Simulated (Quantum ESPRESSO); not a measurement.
**Run report: InAs, band-structure run (part 2 of 2)**

Continued. System: InAs (2 atoms in the cell). Method: Kohn-Sham DFT of a periodic cell, LDA, PseudoDojo 0.4.1 SR LDA stringent, no spin polarisation (Quantum ESPRESSO 7.5); cutoff 1360.57 eV, 8×8×8 k-mesh, fermi-dirac of 0.05 eV. The structure derives from an entry of the Crystallography Open Database.

Geometry of the input (Å; fractional positions):
```
0.0000  3.0180  3.0180
3.0180  0.0000  3.0180
3.0180  3.0180  0.0000
In 0.0000  0.0000  0.0000
As 0.7500  0.7500  0.7500
```

## The program's output, continued
```
  -174.3612-118.2828-118.2828-118.2828-105.5676 -64.1581 -64.1580 -64.1580
   -25.8032 -25.8030 -25.8030 -25.7946 -25.7946  -5.0809  -4.9899  -4.9899
    -4.8775  -4.8775  -2.0219   5.5451   8.7576   8.7576  10.4367  13.9021
    13.9021  14.3978  17.5541  17.9257  17.9257  20.5461  23.5296

          k = 0.2652 0.2652-0.2652 (  6252 PWs)   bands (ev):

  -174.3612-118.2828-118.2828-118.2828-105.5676 -64.1581 -64.1580 -64.1580
   -25.8032 -25.8030 -25.8030 -25.7945 -25.7945  -5.1259  -4.9797  -4.9797
    -4.8732  -4.8732  -1.4482   4.0828   8.4479   8.4479  10.2303  13.9985
    13.9985  15.7487  17.4387  18.8777  18.8777  22.0547  23.5340

          k =-0.3536-0.3536 0.3536 (  6266 PWs)   bands (ev):

  -174.3612-118.2828-118.2828-118.2828-105.5676 -64.1581 -64.1580 -64.1580
   -25.8033 -25.8029 -25.8029 -25.7945 -25.7945  -5.1435  -4.9764  -4.9764
    -4.8705  -4.8705  -1.1420   3.4696   8.3343   8.3343  10.1383  13.9646
    13.9646  16.0567  18.2237  20.1397  20.1397  20.9686  21.7388

          k = 0.1768 0.0000 0.0000 (  6254 PWs)   bands (ev):

  -174.3612-118.2828-118.2828-118.2828-105.5676 -64.1580 -64.1580 -64.1580
   -25.8033 -25.8031 -25.8031 -25.7947 -25.7946  -5.0447  -4.9972  -4.9972
    -4.8833  -4.8752  -2.4170   7.2716   8.7981   8.7981  10.9647  12.4684
    13.9499  13.9499  16.9410  17.9090  19.3082  20.2222  20.2222

          k = 0.2652 0.0884-0.0884 (  6258 PWs)   bands (ev):

  -174.3612-118.2828-118.2828-118.2828-105.5676 -64.1581 -64.1580 -64.1580
   -25.8033 -25.8030 -25.8030 -25.7947 -25.7945  -5.0844  -4.9861  -4.9834
    -4.8870  -4.8720  -2.0626   5.9415   8.3385   8.3677  11.4168  12.5633
    14.5095  14.5725  16.6655  18.8240  18.9853  20.3397  21.9346

          k = 0.3536 0.1768-0.1768 (  6276 PWs)   bands (ev):

  -174.3612-118.2828-118.2828-118.2828-105.5676 -64.1581 -64.1580 -64.1580
   -25.8033 -25.8030 -25.8029 -25.7946 -25.7945  -5.1256  -4.9770  -4.9719
    -4.8850  -4.8689  -1.5180   4.4912   7.8054   8.0959  11.2635  13.3297
    14.7207  14.9320  17.6513  18.7423  19.5789  21.8270  23.3433

          k =-0.2652-0.4419 0.4419 (  6272 PWs)   bands (ev):

  -174.3612-118.2828-118.2828-118.2828-105.5676 -64.1581 -64.1580 -64.1580
   -25.8032 -25.8030 -25.8029 -25.7946 -25.7945  -5.1483  -4.9729  -4.9680
    -4.8781  -4.8692  -1.0810   3.5999   7.4232   8.0750  11.1211  13.5380
    14.5129  16.0992  18.0656  19.4653  20.2062  21.0072  21.9352

          k =-0.1768-0.3536 0.3536 (  6270 PWs)   bands (ev):

  -174.3612-118.2828-118.2828-118.2828-105.5676 -64.1581 -64.1580 -64.1580
   -25.8032 -25.8030 -25.8029 -25.7945 -25.7945  -5.1417  -4.9733  -4.9714
    -4.8754  -4.8734  -1.1871   3.8029   7.3107   8.3056  11.1348  13.7243
    14.2983  15.9510  18.2322  18.5030  19.9079  21.2274  23.3972

          k =-0.0884-0.2652 0.2652 (  6262 PWs)   bands (ev):

  -174.3612-118.2828-118.2828-118.2828-105.5676 -64.1581 -64.1580 -64.1580
   -25.8032 -25.8030 -25.8030 -25.7946 -25.7945  -5.1085  -4.9822  -4.9787
    -4.8817  -4.8736  -1.7107   4.9415   7.5386   8.7093  11.2468  13.8527
    14.0313  14.6629  17.3106  18.2926  19.5405  21.2551  22.9389

          k = 0.0000-0.1768 0.1768 (  6249 PWs)   bands (ev):

  -174.3612-118.2828-118.2828-118.2828-105.5676 -64.1581 -64.1580 -64.1580
   -25.8032 -25.8031 -25.8031 -25.7946 -25.7946  -5.0635  -4.9962  -4.9902
    -4.8821  -4.8757  -2.2115   6.3517   8.2102   9.0921  11.0318  13.2162
    13.5849  14.3318  17.2730  17.9572  18.5882  20.3685  20.9665

          k = 0.3536 0.0000 0.0000 (  6254 PWs)   bands (ev):

  -174.3612-118.2828-118.2828-118.2828-105.5676 -64.1581 -64.1580 -64.1580
   -25.8034 -25.8029 -25.8029 -25.7947 -25.7944  -5.1183  -4.9677  -4.9677
    -4.8972  -4.8671  -1.8206   5.5393   7.8881   7.8881  11.4920  12.0106
    15.5468  15.5468  15.9815  19.8194  20.2352  21.7072  21.7072

          k = 0.4419 0.0884-0.0884 (  6262 PWs)   bands (ev):

  -174.3612-118.2828-118.2828-118.2828-105.5676 -64.1581 -64.1581 -64.1580
   -25.8035 -25.8028 -25.8028 -25.7947 -25.7944  -5.1511  -4.9570  -4.9537
    -4.9011  -4.8637  -1.3660   4.5780   7.2598   7.5834  11.4940  12.3147
    15.2313  16.0628  17.6205  20.2783  20.6749  22.1234  23.2359

          k =-0.1768-0.5303 0.5303 (  6263 PWs)   bands (ev):

  -174.3612-118.2828-118.2828-118.2828-105.5676 -64.1581 -64.1581 -64.1580
   -25.8034 -25.8029 -25.8028 -25.7947 -25.7944  -5.1670  -4.9578  -4.9484
    -4.8953  -4.8653  -0.9119   3.7786   6.5472   7.5584  11.5052  13.4885
    15.1433  15.8691  18.3980  20.4375  20.8018  21.2960  22.2992

          k =-0.0884-0.4419 0.4419 (  6287 PWs)   bands (ev):

  -174.3612-118.2828-118.2828-118.2828-105.5676 -64.1581 -64.1581 -64.1580
   -25.8032 -25.8030 -25.8028 -25.7946 -25.7944  -5.1622  -4.9634  -4.9526
    -4.8850  -4.8734  -0.8418   3.6798   6.1899   7.8186  11.6547  14.0782
    15.4166  15.8617  17.3571  18.5907  20.7019  22.5925  24.2056

          k = 0.0000-0.3536 0.3536 (  6269 PWs)   bands (ev):

  -174.3612-118.2828-118.2828-118.2828-105.5676 -64.1581 -64.1581 -64.1580
   -25.8031 -25.8030 -25.8029 -25.7945 -25.7945  -5.1399  -4.9699  -4.9659
    -4.8810  -4.8765  -1.2303   4.2656   6.4566   8.2777  11.8261  14.2516
    14.5766  14.7626  17.4255  18.9876  20.8775  21.2953  22.1609

          k = 0.5303-0.0000 0.0000 (  6258 PWs)   bands (ev):

  -174.3612-118.2828-118.2828-118.2828-105.5676 -64.1581 -64.1581 -64.1581
   -25.8036 -25.8027 -25.8027 -25.7948 -25.7943  -5.1807  -4.9372  -4.9372
    -4.9127  -4.8589  -1.0392   4.0690   7.2192   7.2192  10.9144  11.6286
    17.2176  17.3406  17.3406  20.5740  21.8809  23.1412  23.1412

          k =-0.0884-0.6187 0.6187 (  6273 PWs)   bands (ev):

  -174.3612-118.2828-118.2828-118.2828-105.5676 -64.1581 -64.1581 -64.1581
   -25.8036 -25.8027 -25.8027 -25.7947 -25.7942  -5.1926  -4.9362  -4.9308
    -4.9113  -4.8591  -0.7006   3.5849   6.6364   7.1367  11.0899  11.9862
    16.8720  17.5245  18.5481  20.8271  21.2794  22.1276  22.9396

          k = 0.0000-0.5303 0.5303 (  6275 PWs)   bands (ev):

  -174.3612-118.2828-118.2828-118.2828-105.5676 -64.1581 -64.1581 -64.1581
   -25.8034 -25.8028 -25.8027 -25.7947 -25.7943  -5.1830  -4.9488  -4.9362
    -4.9002  -4.8661  -0.6112   3.5252   6.0092   7.3597  11.3346  13.5355
    16.5368  16.7106  17.0194  19.3636  22.1076  23.3918  23.6472

          k =-0.7071 0.0000 0.0000 (  6314 PWs)   bands (ev):

  -174.3612-118.2828-118.2828-118.2828-105.5676 -64.1581 -64.1581 -64.1581
   -25.8037 -25.8027 -25.8027 -25.7948 -25.7942  -5.2043  -4.9243  -4.9243
    -4.9195  -4.8556  -0.5953   3.3902   6.9806   6.9806  10.7582  11.2945
    18.3866  18.5155  18.5155  21.0737  21.4913  21.6751  21.6751

          k = 0.3536 0.1768 0.0000 (  6265 PWs)   bands (ev):

  -174.3612-118.2828-118.2828-118.2828-105.5676 -64.1581 -64.1580 -64.1580
   -25.8033 -25.8030 -25.8029 -25.7947 -25.7945  -5.1207  -4.9740  -4.9692
    -4.8911  -4.8689  -1.6554   5.0543   7.2985   8.2192  12.0538  12.5158
    14.4073  15.2930  17.0579  19.4720  20.0443  21.1563  22.4640

          k =-0.2652-0.4419 0.6187 (  6268 PWs)   bands (ev):

  -174.3612-118.2828-118.2828-118.2828-105.5676 -64.1581 -64.1581 -64.1580
   -25.8033 -25.8030 -25.8028 -25.7946 -25.7944  -5.1495  -4.9683  -4.9577
    -4.8886  -4.8692  -1.1414   4.0733   6.7085   7.8412  12.0816  13.2673
    14.4230  15.8119  17.8547  19.5898  20.4214  21.4071  23.1028

          k =-0.1768-0.3536 0.5303 (  6272 PWs)   bands (ev):

  -174.3612-118.2828-118.2828-118.2828-105.5676 -64.1581 -64.1581 -64.1580
   -25.8032 -25.8030 -25.8028 -25.7946 -25.7944  -5.1604  -4.9674  -4.9535
    -4.8842  -4.8713  -0.8733   3.6092   6.5450   7.6639  12.0372  13.3102
    15.0786  16.3254  17.3369  19.7147  20.4325  21.1538  23.7771

          k =-0.1768-0.5303 0.7071 (  6243 PWs)   bands (ev):

  -174.3612-118.2828-118.2828-118.2828-105.5676 -64.1581 -64.1581 -64.1581
   -25.8034 -25.8028 -25.8027 -25.7947 -25.7943  -5.1731  -4.9510  -4.9408
    -4.9031  -4.8629  -0.9493   3.9568   6.7117   7.1953  11.9115  12.3229
    15.0957  17.3021  17.9531  20.5404  21.3768  21.9593  23.0716

          k =-0.0884-0.4419 0.6187 (  6265 PWs)   bands (ev):

  -174.3612-118.2828-118.2828-118.2828-105.5676 -64.1581 -64.1581 -64.1581
   -25.8033 -25.8030 -25.8027 -25.7946 -25.7943  -5.1777  -4.9558  -4.9367
    -4.8966  -4.8679  -0.6570   3.5941   6.1823   7.0415  12.1871  13.5407
    14.8192  16.5633  17.8744  20.3620  21.2472  22.1501  23.6526

          k = 0.0000-0.3536 0.5303 (  6265 PWs)   bands (ev):

  -174.3612-118.2828-118.2828-118.2828-105.5676 -64.1581 -64.1581 -64.1581
   -25.8031 -25.8031 -25.8027 -25.7946 -25.7944  -5.1681  -4.9627  -4.9428
    -4.8900  -4.8724  -0.7565   3.7140   6.0629   7.3432  12.4435  13.9547
    14.3396  16.6436  17.1949  19.1149  21.9204  22.4985  23.1590

          k =-0.7071 0.1768-0.0000 (  6266 PWs)   bands (ev):

  -174.3612-118.2828-118.2828-118.2828-105.5676 -64.1581 -64.1581 -64.1581
   -25.8035 -25.8028 -25.8026 -25.7947 -25.7943  -5.1931  -4.9401  -4.9300
    -4.9071  -4.8614  -0.5688   3.4567   6.6378   6.6672  11.7051  12.1588
    16.5986  16.9208  18.9283  21.0420  21.2934  21.3750  23.9397

          k =-0.7071 0.3536 0.0000 (  6268 PWs)   bands (ev):

  -174.3612-118.2828-118.2828-118.2828-105.5676 -64.1581 -64.1581 -64.1581
   -25.8032 -25.8031 -25.8027 -25.7946 -25.7943  -5.1804  -4.9573  -4.9322
    -4.8951  -4.8704  -0.5420   3.5308   6.3375   6.4124  13.4843  13.5598
    14.2262  15.3276  19.0501  21.0511  21.0963  21.5682  23.9953

     the Fermi energy is     9.3872 ev

!    total energy              =   -1015.37814047 Ry
     estimated scf accuracy    <          2.2E-11 Ry
     smearing contrib. (-TS)   =      -0.00003914 Ry
     internal energy E=F+TS    =   -1015.37810133 Ry

     The total energy is F=E-TS. E is the sum of the following terms:
     one-electron contribution =    -849.13134030 Ry
     hartree contribution      =     409.30480143 Ry
     xc contribution           =    -117.73907460 Ry
     ewald contribution        =    -457.81248787 Ry

     convergence has been achieved in   9 iterations

     Forces acting on atoms (cartesian axes, Ry/au):

     atom    1 type  1   force =     0.00000000    0.00000000    0.00000000
     atom    2 type  2   force =     0.00000000    0.00000000    0.00000000

     Total force =     0.000000     Total SCF correction =     0.000000

     Computing stress (Cartesian axis) and pressure

          total   stress  (Ry/bohr**3)                   (kbar)     P=       -3.90
  -0.00002654  -0.00000000  -0.00000000           -3.90       -0.00       -0.00
  -0.00000000  -0.00002654  -0.00000000           -0.00       -3.90       -0.00
  -0.00000000  -0.00000000  -0.00002654           -0.00       -0.00       -3.90

=------------------------------------------------------------------------------=
   JOB DONE.
=------------------------------------------------------------------------------=
```

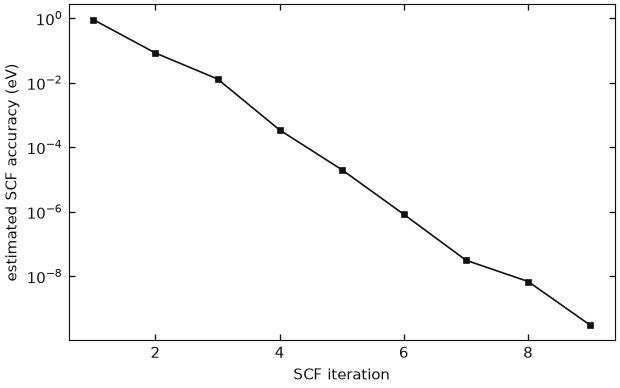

**Figure 1.** Convergence of the self-consistent field: estimated SCF accuracy against the iteration. The field takes 9 iterations in all.

## Results in brief

```tsv
quantity	value
outcome	converged
space group (tolerance 0.01 Å)	F-43m (216)
electrons treated	44
free energy	−13814.9234 eV
Fermi energy	9.387 eV
gap on the k-point mesh	none (metallic)
pressure	−0.39 GPa
largest force (length of the vector)	under 0.001 eV/Å
wall time	5.2 min
peak memory	0.23 GiB
```
